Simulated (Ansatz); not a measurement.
# Geometry relaxation of SiC$_{20}$ (part 2 of 2)

Continued. System: SiC$_{20}$ (slab, 21 atoms in the cell). Method: DFT LDA, scalar-relativistic, plane waves, PAW, PAW set soft_1, no spin polarisation (Ansatz 0.2.0); cutoff 420 eV, 4×3×1 k-mesh, Gaussian smearing of 0.1 eV. The structure derives from a Materials Project entry. The input holds or restrains some coordinates. Forces given for the steps count only the free coordinates.

Geometry of the input (Å; fractional positions):
```
8.4678  0.0000  0.0000
-2.1170  8.6125  0.0000
0.0000  0.0000  20.2389
C  0.0783  0.9799  0.1976
C  0.5783  0.9799  0.1976
C  0.4116  0.9799  0.1976
C  0.9116  0.9799  0.1976
C  0.3233  0.9597  0.2574
C  0.8233  0.9597  0.2574
C  0.1566  0.9597  0.2574
C  0.6566  0.9597  0.2574
C  0.0672  0.9395  0.3171
C  0.5672  0.9395  0.3171
C  0.4025  0.9395  0.3171
C  0.9025  0.9395  0.3171
C  0.3116  0.9192  0.3770
C  0.8116  0.9192  0.3770
C  0.1480  0.9192  0.3770
C  0.6480  0.9192  0.3770
C  0.0481  0.9007  0.4318
C  0.5481  0.9007  0.4318
C  0.4022  0.9007  0.4318
C  0.9022  0.9007  0.4318
Si 0.0481  1.4007  0.3790
```

**Output, continued**
```
--- Per-component energies (eV) ---
  E_band       = -992.115204
  E_kinetic    = 1778.988181
  E_local      = -24364.232740  (includes V_loc(G=0)·N_el)
  E_nonlocal   = 519.923724
  E_hartree    = 11207.891660
  E_xc         = -963.778366
  E_vxc        = -1168.746632  (∫ρ·V_xc dr)
  E_paw        = -2335.509177  (= ΣΔE_a)
  E_vpaw       = -173.462542  (= ΣTr[D̂ρ^β])
  E_aug_tail   = 0.000322  (compensation charges beyond the density's cutoff)
  E_efield     = 0.011062  (sawtooth field / dipole correction)
  E_vefield    = -0.374181  (∫n·V_field dr)
  E_ewald      = 8713.918052
  E_core_change = 1.340980  (= ΣΔE_core)
  E_smearing   = -0.161259  (= −TS)
  E_closure    = -0.000000  (closes the sum)
  Σ components = -5441.607562   (vs F -5441.607562, Δ=0.00e0)
--- Forces (eV/Å), atoms counted from 1 ---
  atom   1  C     -6.65041482    -0.15457391     1.12356325
  atom   2  C     -6.67248050    -0.16073033     1.12437917
  atom   3  C      6.67092317    -0.15717761     1.12547969
  atom   4  C      6.65232464    -0.15768192     1.12148363
  atom   5  C     -0.36618463     0.16586078    -1.16163942
  atom   6  C     -0.38471284     0.17422011    -1.17686532
  atom   7  C      0.38009253     0.16903820    -1.17522535
  atom   8  C      0.36678509     0.16877690    -1.15825141
  atom   9  C      0.05544072     0.02348072    -0.00412017
  atom  10  C      0.03773705     0.00229558    -0.00162754
  atom  11  C     -0.03599398     0.00188360    -0.00414733
  atom  12  C     -0.04952291     0.03435212    -0.00110372
  atom  13  C     -0.01677024    -0.00640599    -0.06003882
  atom  14  C     -0.06777016     0.02192279    -0.04107697
  atom  15  C      0.05238450    -0.00959274    -0.06351354
  atom  16  C      0.02855453     0.00691985    -0.04958242
  atom  17  C      0.22080630    -0.03929336     0.11935546
  atom  18  C      0.18088324    -0.01129087     0.09266068
  atom  19  C     -0.18117626    -0.03549789     0.10489656
  atom  20  C     -0.22204881     0.00217357     0.10827340
  atom  21  Si     0.00112898    -0.03866829    -0.02180236
  max |Σ_I F_I| component: 1.10e-3 eV/Å
--- Band table (eV; the first three rows and the last of 7) ---
  k-point 0: bands = ["-22.6074", "-21.3113", "-21.0250", "-20.7222", "-19.5451", "-19.0789", "-18.0011", "-17.2698", "-17.1932", "-16.7383", "-15.7579", "-15.5228", "-15.3368", "-13.9654", "-12.8866", "-12.6657", "-12.6323", "-11.9676", "-11.5324", "-11.0771", "-10.8415", "-10.6770", "-10.4225", "-10.2318", "-10.1086", "-9.2733", "-9.1371", "-9.1016", "-8.9891", "-8.9231", "-8.8235", "-7.4377", "-7.2421", "-6.2877", "-6.1855", "-6.0276", "-5.7083", "-5.2698", "-5.1904", "-4.8555", "-4.0880", "-3.8355", "-3.8298", "-3.7921", "-3.6373", "-3.2026", "-3.0791", "-2.6632", "-2.1976", "-1.8110", "-1.0451", "-0.0367", "0.2137", "0.2153", "0.9658", "1.2342", "1.4585", "1.7161", "2.0247", "2.0796", "2.2746", "2.3509", "2.3692"]
  k-point 1: bands = ["-22.6074", "-21.3113", "-21.0250", "-20.7221", "-19.5451", "-19.0789", "-18.0011", "-17.2697", "-17.1932", "-16.7383", "-15.7579", "-15.5228", "-15.3368", "-13.9654", "-12.8866", "-12.6656", "-12.6323", "-11.9676", "-11.5324", "-11.0771", "-10.8889", "-10.6241", "-10.4225", "-10.2318", "-10.1086", "-9.2733", "-9.1336", "-9.1015", "-8.9924", "-8.9224", "-8.8235", "-7.4377", "-7.2428", "-6.2879", "-6.1876", "-6.0282", "-5.7085", "-5.2696", "-5.1903", "-4.8555", "-4.0869", "-3.8556", "-3.8237", "-3.8222", "-3.6383", "-3.2044", "-3.0794", "-2.6631", "-2.1971", "-1.8110", "-1.0496", "0.2117", "0.2147", "0.3178", "1.1144", "1.2352", "1.3071", "1.6437", "1.7592", "1.9469", "2.1406", "2.3318", "2.4044"]
  k-point 2: bands = ["-22.5171", "-21.8040", "-20.6378", "-20.3970", "-19.9062", "-18.5497", "-18.3569", "-17.8161", "-17.3144", "-16.6550", "-15.6511", "-15.0714", "-14.8029", "-14.1261", "-13.5253", "-12.6035", "-12.5714", "-11.8692", "-11.7455", "-10.8232", "-10.7539", "-10.6984", "-10.6534", "-10.5933", "-9.8241", "-9.7709", "-9.1282", "-9.0210", "-8.8218", "-8.7814", "-8.1647", "-7.9581", "-6.5615", "-6.2918", "-6.1603", "-6.0900", "-5.8418", "-5.7104", "-5.2529", "-4.9939", "-4.3943", "-3.8543", "-3.8315", "-3.8084", "-3.7813", "-2.9990", "-2.8448", "-2.3054", "-2.0267", "-1.4875", "-0.8968", "-0.3601", "0.0228", "0.1518", "1.0733", "1.2775", "1.4394", "1.5931", "1.8001", "1.9424", "2.0170", "2.1778", "2.3228"]
  k-point 6: bands = ["-22.2587", "-22.2356", "-20.4028", "-20.3841", "-19.3854", "-19.3793", "-17.8834", "-17.8683", "-17.3846", "-17.3797", "-14.7331", "-14.7250", "-14.3098", "-14.3012", "-13.8687", "-13.8610", "-11.8008", "-11.7949", "-11.4688", "-11.4570", "-10.8025", "-10.8001", "-10.7381", "-10.3643", "-10.3384", "-9.2925", "-9.2797", "-8.8084", "-8.8062", "-8.5336", "-8.5065", "-7.0044", "-6.9886", "-6.2456", "-6.2188", "-6.1374", "-6.0981", "-5.3257", "-5.3215", "-5.1652", "-5.1590", "-3.8516", "-3.8345", "-3.8199", "-3.3072", "-3.2976", "-2.5277", "-2.5079", "-1.3242", "-1.3106", "-0.5306", "-0.4958", "-0.0153", "-0.0012", "0.7163", "1.1267", "1.3195", "1.4169", "1.7203", "1.9123", "2.0960", "2.1519", "2.3177"]
--- Relaxed structure (2 steps of the walk, 2 accepted, 0 SCFs on fresh bases) ---
  F+E_penalty+E_count = -5441.60756171 eV   max|allowed force component| = 2.180e-2 eV/Å
  atoms:
    - { symbol: C, position: [0.07829854649999995, 0.9798608524999999, 0.1976396664] }
    - { symbol: C, position: [0.5782985463999999, 0.9798608524999999, 0.1976396664] }
    - { symbol: C, position: [0.41163187979999993, 0.9798608524999999, 0.1976396664] }
    - { symbol: C, position: [0.9116318798, 0.9798608524999999, 0.1976396664] }
    - { symbol: C, position: [0.32326375959999987, 0.9597217051, 0.2574185988] }
    - { symbol: C, position: [0.8232637595999999, 0.9597217051, 0.2574185988] }
    - { symbol: C, position: [0.15659709299999997, 0.9597217051, 0.2574185988] }
    - { symbol: C, position: [0.6565970929999999, 0.9597217051, 0.2574185988] }
    - { symbol: C, position: [0.06721586669999996, 0.9395274142, 0.31710151040000006] }
    - { symbol: C, position: [0.5672158666999999, 0.9395274142, 0.31710151040000006] }
    - { symbol: C, position: [0.40254814999999994, 0.9395274606999999, 0.3171013842] }
    - { symbol: C, position: [0.9025481499999999, 0.9395274606999999, 0.3171013842] }
    - { symbol: C, position: [0.3115631202, 0.9192172007, 0.37703595190000005] }
    - { symbol: C, position: [0.8115631201999999, 0.9192172007, 0.37703595190000005] }
    - { symbol: C, position: [0.1480469498, 0.919217117, 0.37703618820000007] }
    - { symbol: C, position: [0.6480469497999999, 0.919217117, 0.37703618820000007] }
    - { symbol: C, position: [0.04808344880000001, 0.90065881, 0.43178595920000007] }
    - { symbol: C, position: [0.5480834487999999, 0.90065881, 0.43178595920000007] }
    - { symbol: C, position: [0.4022483204999999, 0.9006591697999999, 0.43178567800000006] }
    - { symbol: C, position: [0.9022483204999999, 0.9006591697999999, 0.43178567800000006] }
    - { symbol: Si, position: [0.048083448799999984, 1.4006588099999997, 0.3790417662000001] }
```

**Trajectory as extended XYZ (Å, eV, eV/Å), 2 frames, from step=1 to step=2**
```
21
Lattice="8.4678 0.0000 0.0000 -2.1170 8.6125 0.0000 0.0000 0.0000 20.2389" Properties=species:S:1:pos:R:3:forces:R:3 step=1 energy=-5441.60755
C    -1.4113    8.4391    4.0000   -6.6510  -0.1547   1.1243
C     2.8226    8.4391    4.0000   -6.6726  -0.1607   1.1241
C     1.4113    8.4391    4.0000    6.6710  -0.1571   1.1252
C     5.6452    8.4391    4.0000    6.6528  -0.1578   1.1222
C     0.7057    8.2656    5.2099   -0.3655   0.1658  -1.1614
C     4.9396    8.2656    5.2099   -0.3852   0.1743  -1.1770
C    -0.7057    8.2656    5.2099    0.3806   0.1691  -1.1754
C     3.5283    8.2656    5.2099    0.3663   0.1688  -1.1583
C    -1.4198    8.0917    6.4178    0.0554   0.0235  -0.0040
C     2.8142    8.0917    6.4178    0.0373   0.0023  -0.0015
C     1.4198    8.0917    6.4178   -0.0359   0.0019  -0.0041
C     5.6537    8.0917    6.4178   -0.0495   0.0343  -0.0011
C     0.6923    7.9168    7.6308   -0.0168  -0.0064  -0.0602
C     4.9262    7.9168    7.6308   -0.0681   0.0219  -0.0411
C    -0.6923    7.9168    7.6308    0.0525  -0.0096  -0.0636
C     3.5416    7.9168    7.6308    0.0286   0.0069  -0.0494
C    -1.4995    7.7570    8.7389    0.2205  -0.0392   0.1190
C     2.7344    7.7570    8.7389    0.1809  -0.0112   0.0921
C     1.4995    7.7570    8.7388   -0.1811  -0.0355   0.1046
C     5.7334    7.7570    8.7388   -0.2216   0.0022   0.1079
Si   -2.5580   12.0632    7.6714    0.0011  -0.0386  -0.0218
21
Lattice="8.4678 0.0000 0.0000 -2.1170 8.6125 0.0000 0.0000 0.0000 20.2389" Properties=species:S:1:pos:R:3:forces:R:3 step=2 energy=-5441.60756
C    -1.4113    8.4391    4.0000   -6.6504  -0.1546   1.1236
C     2.8226    8.4391    4.0000   -6.6725  -0.1607   1.1244
C     1.4113    8.4391    4.0000    6.6709  -0.1572   1.1255
C     5.6452    8.4391    4.0000    6.6523  -0.1577   1.1215
C     0.7057    8.2656    5.2099   -0.3662   0.1659  -1.1616
C     4.9396    8.2656    5.2099   -0.3847   0.1742  -1.1769
C    -0.7057    8.2656    5.2099    0.3801   0.1690  -1.1752
C     3.5283    8.2656    5.2099    0.3668   0.1688  -1.1583
C    -1.4198    8.0917    6.4178    0.0554   0.0235  -0.0041
C     2.8142    8.0917    6.4178    0.0377   0.0023  -0.0016
C     1.4198    8.0917    6.4178   -0.0360   0.0019  -0.0041
C     5.6537    8.0917    6.4178   -0.0495   0.0344  -0.0011
C     0.6923    7.9168    7.6308   -0.0168  -0.0064  -0.0600
C     4.9262    7.9168    7.6308   -0.0678   0.0219  -0.0411
C    -0.6923    7.9168    7.6308    0.0524  -0.0096  -0.0635
C     3.5416    7.9168    7.6308    0.0286   0.0069  -0.0496
C    -1.4995    7.7570    8.7389    0.2208  -0.0393   0.1194
C     2.7344    7.7570    8.7389    0.1809  -0.0113   0.0927
C     1.4995    7.7570    8.7388   -0.1812  -0.0355   0.1049
C     5.7334    7.7570    8.7388   -0.2220   0.0022   0.1083
Si   -2.5580   12.0632    7.6714    0.0011  -0.0387  -0.0218
```

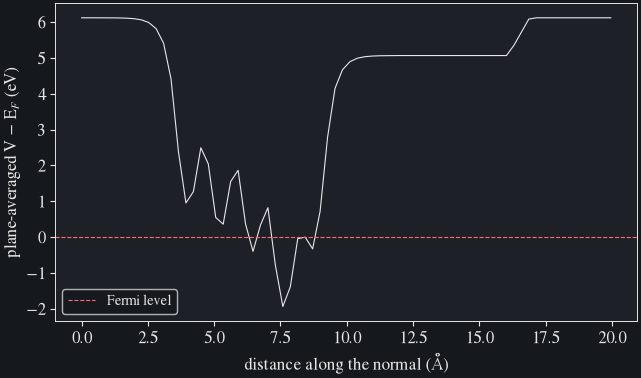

*Plane average of the electrostatic potential energy of an electron across the cell, from the Fermi level.*

The vacuum level lies 5.07 eV above the Fermi level on the upper side and 6.12 eV on the lower.

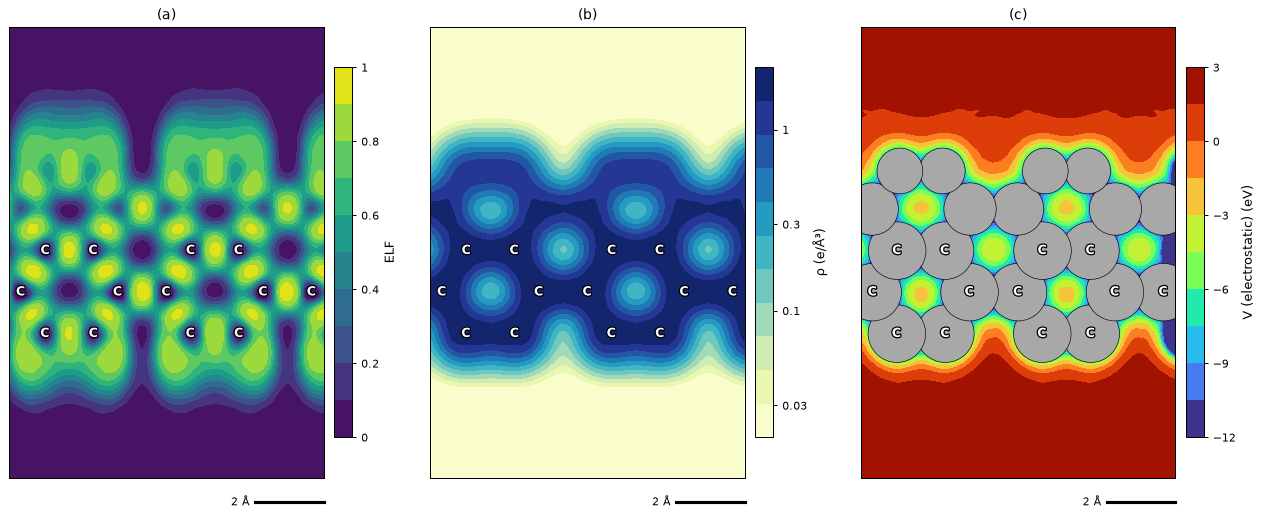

*(a) electron localisation function; (b) valence electron density; (c) electrostatic potential energy of an electron on the (010) plane of the calculation cell, a cut from vacuum to vacuum. Grey discs, where drawn, cover atomic cores.*

C–C (1.39 Å): the density is about 2.1 e/Å³ at the midpoint, a local maximum along the line; the ELF peaks at about 0.95 between the atoms (a covalent bond). C–C (1.41 Å): ρ is about 2.1 e/Å³ halfway, a local maximum along the line; the ELF peaks at about 0.90 between the atoms, which marks a shared electron pair. The density dies away to nearly zero in the vacuum. Core electrons are frozen (PAW), so the fields are smoothed inside the atomic spheres.

**Results in brief**

| quantity | value |
| --- | --- |
| outcome | converged under the restraints of the input |
| electrons treated | 84 |
| free energy | −5441.6076 eV |
| work function, top face | 5.07 eV |
| work function, bottom face | 6.12 eV |
| Fermi energy | −3.869 eV |
| gap on the k-point mesh | none (metallic) |
| final volume | 1476.01 Å³ |
| work function (upper face) | 5.07 eV |
| largest force (length of the vector) at the end, held atoms and coordinates included | 6.768 eV/Å |
| wall time | 1.7 min (CPU time 6.5 min) |
| peak memory | 2.1 GiB |

**Notes**

The program warns: the PAW datasets were made with another functional; the exchange-correlation potential is rough where the density is thin.
